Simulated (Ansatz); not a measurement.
Single-point calculation of Ge₂H (part 2 of 2)

The same run, continued: Ge₂H (slab, 36 atoms in the cell); DFT PBE+D3(BJ), scalar-relativistic, plane waves, PAW, no spin polarisation (Ansatz 0.2.0); cutoff 420 eV, 3×3×1 k-mesh, Gaussian smearing of 0.1 eV. The structure derives from an entry of the Crystallography Open Database. It belongs to a series of runs on one base structure; here: the slab at its places in the relaxed adsorbed structure.

Output, continued:
```
  k-point 1: bands = ["-25.4731", "-25.4697", "-25.4475", "-25.4461", "-25.4422", "-25.4398", "-25.4067", "-25.4011", "-25.3923", "-25.3806", "-25.3634", "-25.3536", "-25.3408", "-25.3370", "-25.3235", "-25.3199", "-25.3161", "-25.3147", "-25.3139", "-25.3112", "-25.3009", "-25.3004", "-25.2975", "-25.2965", "-25.2892", "-25.2864", "-25.2857", "-25.2842", "-25.2810", "-25.2782", "-25.2757", "-25.2716", "-25.2602", "-25.2533", "-25.2488", "-25.2426", "-25.2376", "-25.2371", "-25.2330", "-25.2321",
      "-25.2233", "-25.2170", "-25.2142", "-25.2087", "-25.2037", "-25.2006", "-25.1998", "-25.1981", "-25.1965", "-25.1928", "-25.1843", "-25.1758", "-25.1744", "-25.1728", "-25.1725", "-25.1689", "-25.1574", "-25.1550", "-25.1545", "-25.1535", "-25.1529", "-25.1513", "-25.1466", "-25.1432", "-25.1340", "-25.1327", "-25.1286", "-25.1269", "-25.1244", "-25.1216", "-25.1193", "-25.1188", "-25.1176", "-25.1156", "-25.1094", "-25.1077", "-25.1069", "-25.1062", "-25.0974", "-25.0950",
      "-25.0919", "-25.0907", "-25.0775", "-25.0742", "-25.0612", "-25.0528", "-25.0491", "-25.0406", "-25.0319", "-25.0270", "-25.0264", "-25.0209", "-25.0044", "-25.0026", "-24.9987", "-24.9967", "-24.9952", "-24.9906", "-24.9900", "-24.9816", "-24.9789", "-24.9688", "-24.9680", "-24.9652", "-24.9590", "-24.9508", "-24.9500", "-24.9482", "-24.9477", "-24.9453", "-24.9426", "-24.9377", "-24.9299", "-24.9251", "-24.9234", "-24.9188", "-24.9125", "-24.9098", "-24.9065", "-24.9037",
      "-12.7268", "-12.0927", "-11.9839", "-11.4337", "-11.0467", "-10.9985", "-10.7382", "-10.6666", "-10.4461", "-10.4115", "-10.3059", "-10.0169", "-9.9594", "-9.3598", "-8.4293", "-8.2690", "-7.9567", "-7.9490", "-7.7206", "-7.6679", "-7.3627", "-7.2731", "-6.5384", "-6.4314", "-6.3636", "-5.3487", "-5.0889", "-4.7664", "-4.6961", "-4.2992", "-4.2251", "-3.9828", "-3.9376", "-3.8686", "-3.6814", "-3.6581", "-3.5148", "-3.4073", "-3.2073", "-3.1986",
      "-3.1641", "-3.1064", "-3.0840", "-2.9003", "-2.7555", "-2.6940", "-2.6504", "-2.4210", "-2.3587", "-2.3239", "-2.2689", "-1.8113", "-1.5826", "-1.4581", "0.0925", "0.5478", "0.5990", "0.7684", "1.0923", "1.2900", "1.4074", "1.4655", "1.5285", "1.5925", "1.6206", "1.8756", "1.9357", "2.0987", "2.1720", "2.5583", "2.6216", "2.6662", "2.7251", "2.7589", "2.8841", "3.0543", "3.2221", "3.2756", "3.3112", "3.3788",
      "3.4089", "3.4364", "3.6341", "3.7208", "3.7585", "3.8676", "3.8769", "4.0311", "4.0741", "4.1269"]
  k-point 2: bands = ["-25.4710", "-25.4627", "-25.4515", "-25.4472", "-25.4445", "-25.4395", "-25.4102", "-25.4032", "-25.3977", "-25.3803", "-25.3711", "-25.3548", "-25.3318", "-25.3297", "-25.3253", "-25.3222", "-25.3210", "-25.3173", "-25.3137", "-25.3104", "-25.3038", "-25.3001", "-25.2936", "-25.2910", "-25.2857", "-25.2796", "-25.2787", "-25.2763", "-25.2741", "-25.2732", "-25.2721", "-25.2646", "-25.2634", "-25.2547", "-25.2519", "-25.2460", "-25.2360", "-25.2349", "-25.2337", "-25.2274",
      "-25.2258", "-25.2177", "-25.2137", "-25.2135", "-25.2120", "-25.2107", "-25.1987", "-25.1985", "-25.1959", "-25.1927", "-25.1864", "-25.1845", "-25.1822", "-25.1762", "-25.1757", "-25.1731", "-25.1641", "-25.1598", "-25.1578", "-25.1574", "-25.1489", "-25.1469", "-25.1435", "-25.1372", "-25.1355", "-25.1333", "-25.1329", "-25.1310", "-25.1304", "-25.1284", "-25.1238", "-25.1211", "-25.1196", "-25.1148", "-25.1125", "-25.1099", "-25.1010", "-25.0969", "-25.0958", "-25.0800",
      "-25.0792", "-25.0751", "-25.0749", "-25.0735", "-25.0670", "-25.0644", "-25.0482", "-25.0425", "-25.0390", "-25.0320", "-25.0203", "-25.0106", "-25.0046", "-25.0037", "-25.0000", "-24.9953", "-24.9930", "-24.9898", "-24.9865", "-24.9847", "-24.9705", "-24.9675", "-24.9616", "-24.9598", "-24.9568", "-24.9543", "-24.9505", "-24.9472", "-24.9470", "-24.9467", "-24.9429", "-24.9366", "-24.9303", "-24.9274", "-24.9239", "-24.9217", "-24.9148", "-24.9117", "-24.9111", "-24.9085",
      "-12.7731", "-12.1657", "-11.8835", "-11.3461", "-11.0143", "-10.9834", "-10.8205", "-10.5196", "-10.4923", "-10.3321", "-10.2859", "-10.2663", "-9.8965", "-8.9419", "-8.8598", "-8.2947", "-8.2035", "-8.1743", "-7.7076", "-7.6736", "-7.6136", "-7.2261", "-6.6004", "-5.7190", "-5.5217", "-5.3542", "-5.1447", "-5.0793", "-4.7986", "-4.4957", "-4.4865", "-4.0992", "-3.8633", "-3.8549", "-3.8313", "-3.7722", "-3.5594", "-3.4517", "-3.2182", "-3.2142",
      "-3.1867", "-3.1318", "-2.8917", "-2.8425", "-2.7604", "-2.7460", "-2.5519", "-2.4113", "-2.2769", "-2.0191", "-1.8670", "-1.8137", "-1.3997", "-1.1393", "-0.0103", "0.4271", "0.6456", "0.7100", "0.8317", "0.8419", "0.8988", "1.1615", "1.3059", "1.3618", "1.6918", "1.7749", "1.9510", "2.0038", "2.0498", "2.2165", "2.5741", "2.6572", "2.7141", "2.8083", "2.9374", "2.9488", "3.1781", "3.3036", "3.3572", "3.3976",
      "3.4561", "3.5592", "3.6160", "3.7605", "3.8957", "3.9424", "3.9563", "3.9623", "4.1122", "4.1479"]
  k-point 4: bands = ["-25.4730", "-25.4696", "-25.4477", "-25.4465", "-25.4433", "-25.4408", "-25.4080", "-25.4020", "-25.3923", "-25.3809", "-25.3665", "-25.3589", "-25.3325", "-25.3313", "-25.3270", "-25.3210", "-25.3201", "-25.3174", "-25.3168", "-25.3138", "-25.3036", "-25.3025", "-25.3009", "-25.2967", "-25.2904", "-25.2854", "-25.2834", "-25.2786", "-25.2735", "-25.2710", "-25.2704", "-25.2622", "-25.2582", "-25.2527", "-25.2475", "-25.2447", "-25.2368", "-25.2339", "-25.2311", "-25.2284",
      "-25.2214", "-25.2195", "-25.2169", "-25.2094", "-25.2030", "-25.2004", "-25.1998", "-25.1976", "-25.1923", "-25.1879", "-25.1827", "-25.1805", "-25.1782", "-25.1723", "-25.1715", "-25.1685", "-25.1564", "-25.1556", "-25.1550", "-25.1537", "-25.1511", "-25.1475", "-25.1472", "-25.1433", "-25.1429", "-25.1359", "-25.1344", "-25.1293", "-25.1275", "-25.1268", "-25.1261", "-25.1233", "-25.1195", "-25.1185", "-25.1150", "-25.1104", "-25.1084", "-25.1054", "-25.0994", "-25.0971",
      "-25.0830", "-25.0806", "-25.0788", "-25.0748", "-25.0591", "-25.0526", "-25.0481", "-25.0398", "-25.0329", "-25.0279", "-25.0244", "-25.0198", "-25.0047", "-25.0019", "-24.9989", "-24.9981", "-24.9958", "-24.9917", "-24.9863", "-24.9815", "-24.9764", "-24.9697", "-24.9676", "-24.9646", "-24.9581", "-24.9502", "-24.9496", "-24.9487", "-24.9470", "-24.9455", "-24.9423", "-24.9376", "-24.9288", "-24.9261", "-24.9228", "-24.9196", "-24.9125", "-24.9100", "-24.9064", "-24.9039",
      "-12.5506", "-11.9527", "-11.9066", "-11.6739", "-11.3544", "-11.1444", "-11.0841", "-10.6398", "-10.6104", "-10.2869", "-10.2474", "-9.8936", "-9.6079", "-9.0908", "-8.9243", "-8.4306", "-8.1055", "-7.7670", "-7.6962", "-7.3036", "-7.1801", "-6.6379", "-6.5895", "-5.7036", "-5.6109", "-5.5328", "-5.1313", "-4.8998", "-4.8218", "-4.5931", "-4.4029", "-4.3153", "-4.1389", "-4.0010", "-3.9259", "-3.7923", "-3.7253", "-3.6813", "-3.5433", "-3.3617",
      "-3.2452", "-3.1720", "-3.0602", "-3.0452", "-2.8451", "-2.7954", "-2.6849", "-2.5953", "-2.4825", "-2.3720", "-2.3001", "-2.2825", "-2.0233", "-1.7098", "0.7042", "0.8098", "0.9947", "1.3374", "1.4179", "1.6240", "1.6731", "1.7998", "1.8792", "1.9664", "2.0358", "2.1429", "2.1788", "2.2558", "2.4350", "2.4915", "2.5471", "2.5687", "2.8939", "2.9471", "2.9557", "3.1845", "3.2094", "3.2385", "3.3205", "3.3654",
      "3.4809", "3.6199", "3.7027", "3.8453", "3.8686", "3.9279", "3.9820", "4.1670", "4.2459", "4.2770"]
```

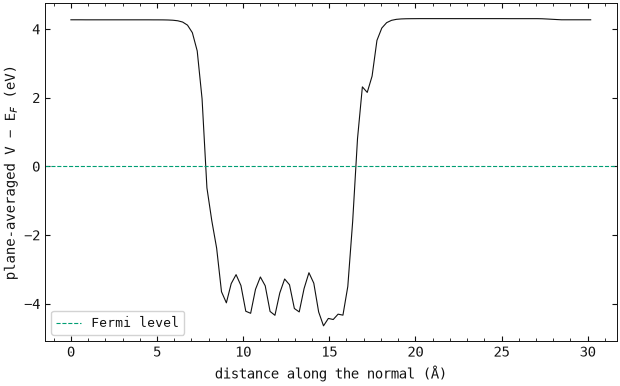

Plane average of the electrostatic potential energy of an electron across the cell, from the Fermi level. The vacuum level lies 4.30 eV above the Fermi level on the upper side and 4.27 eV on the lower.

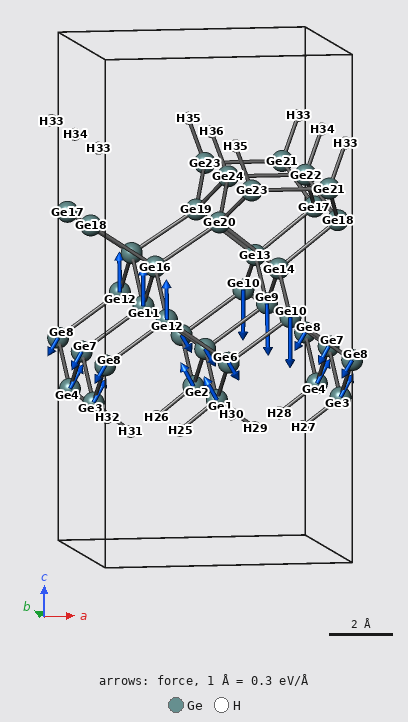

Forces on the atoms as blue arrows (ball-and-stick view of the cell of the calculation, with the vacuum cut short, seen slightly off an axis; atoms are numbered from 1 in the order of the input); the smallest are left out. The largest act on Ge9 (0.51 eV/Å); Ge10 (0.50 eV/Å); Ge11, Ge12 (0.39 eV/Å); Ge1, Ge2, Ge4 (0.27 eV/Å), among others. The geometry is not a stationary point of this energy.

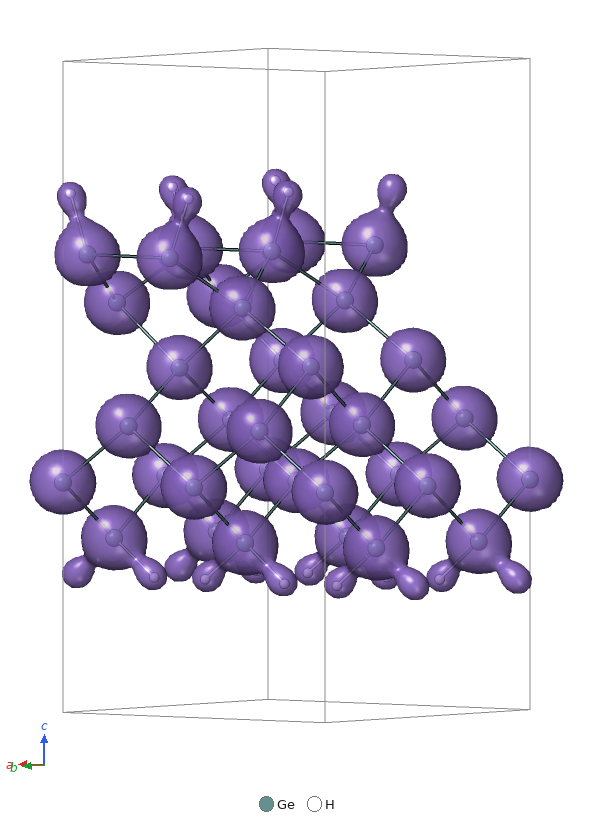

Isosurface of the valence pseudo-density at 0.8 e/Å³ (purple), seen at an oblique angle. Sticks mark near contacts. At this value the density breaks into separate islands; it holds about 70 % of the electrons treated as valence (semicore included). It is pinched off along the Ge–Ge (2.42 Å), Ge–Ge (2.46 Å) and Ge–Ge (2.50 Å) contacts. On the grid the lowest density along these lines, outside the cores, is 0.91 e/Å³ (Ge–H, 1.54 Å), 0.53 e/Å³ (Ge–Ge, 2.42 Å), 0.5 e/Å³ (Ge–Ge, 2.46 Å) and 0.47 e/Å³ (Ge–Ge, 2.50 Å). The fields are those of the smooth PAW valence density.

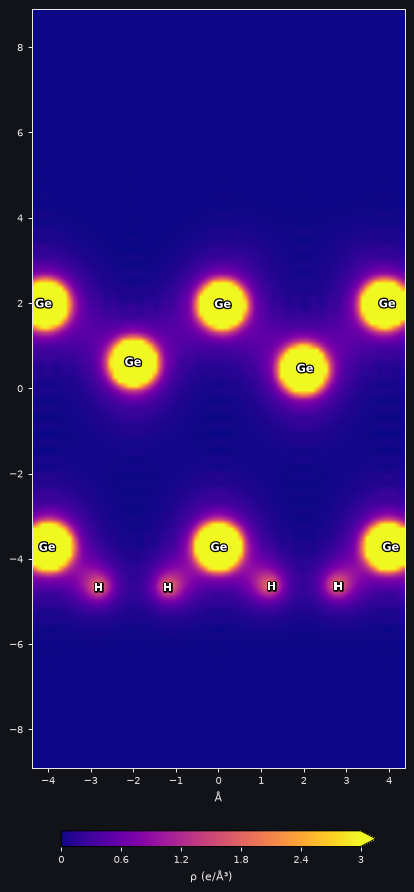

Valence charge density (pseudo) on the (010) plane of the calculation cell, a cut from vacuum to vacuum. The section cuts through Ge and H sites. Ge–H (1.54 Å): ρ at the midpoint is about 1.1 e/Å³, with its minimum of 0.91 e/Å³ about 0.9 Å from Ge. Ge–Ge (2.45 Å): ρ at the midpoint is about 0.51 e/Å³. Ge–Ge (2.50 Å): the density is about 0.47 e/Å³ at the midpoint. The density dies away to nearly zero in the vacuum.

Results in brief:

- outcome: converged
- electrons treated: 348
- free energy: −103271.5631 eV
- work function, top face: 4.30 eV
- work function, bottom face: 4.27 eV
- Fermi energy: −0.676 eV
- gap on the k-point mesh: 0.92 eV
- work function (upper face): 4.30 eV
- largest force (length of the vector): 0.509 eV/Å
- hardware: 8 threads of Arm Neoverse V2, 24 GiB of memory available, shared host
- wall time: 42 s (CPU time 5.5 min)
- peak memory: 7.8 GiB
